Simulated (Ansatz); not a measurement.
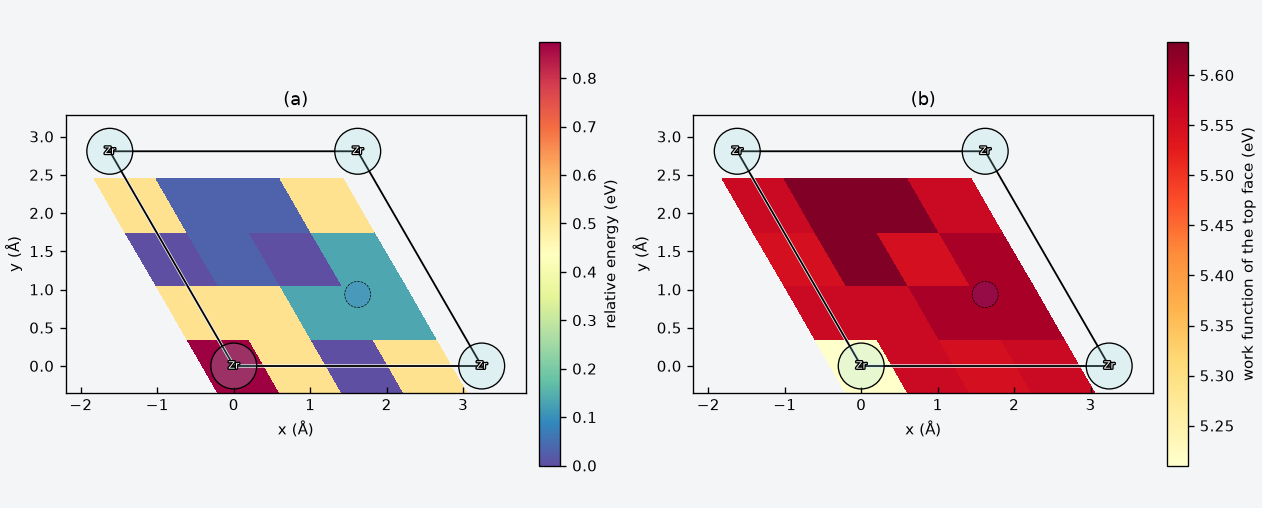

Si on a ZrN(111) slab cut from the Fm-3m phase (6 atoms of substrate and one adsorbate in a 1 × 1 cell). One Si atom a 1 × 1 cell is placed over a mesh of places on the rigid (1 1 1) surface, and only its height is relaxed. Places are given modulo a cell vector. The map is drawn in real space over the plane of the surface. Grid: 4 × 4 points. Energies: eV, counted from the lowest grid point. This mesh misses the points at thirds of the hexagonal cell. With one adsorbate in each 1 × 1 cell, its nearest image is 3.2 Å away, so neighbouring adsorbates interact. Theory: DFT r2SCAN, scalar-relativistic, plane waves, PAW (Ansatz).

Panel (a) is the energy and panel (b) the computed work function of the top face on the same grid.

The picture shows one coloured cell a grid point, labelled circles for the atoms of the top layer and small ones for the second layer, the outline of one cell of the plane.

### How does the work function of the top face vary over the map, and what is it at the lowest grid point?

It runs from 5.21 eV at the top site over a surface Zr atom, (0/4, 0/4) of the cell vectors to 5.63 eV at (1/4, 2/4) of the cell vectors [nearest 1 Zr at 2.68 Å]. At the lowest grid point, a bridge site between two Zr atoms, (0/4, 2/4) of the cell vectors, it is 5.55 eV.
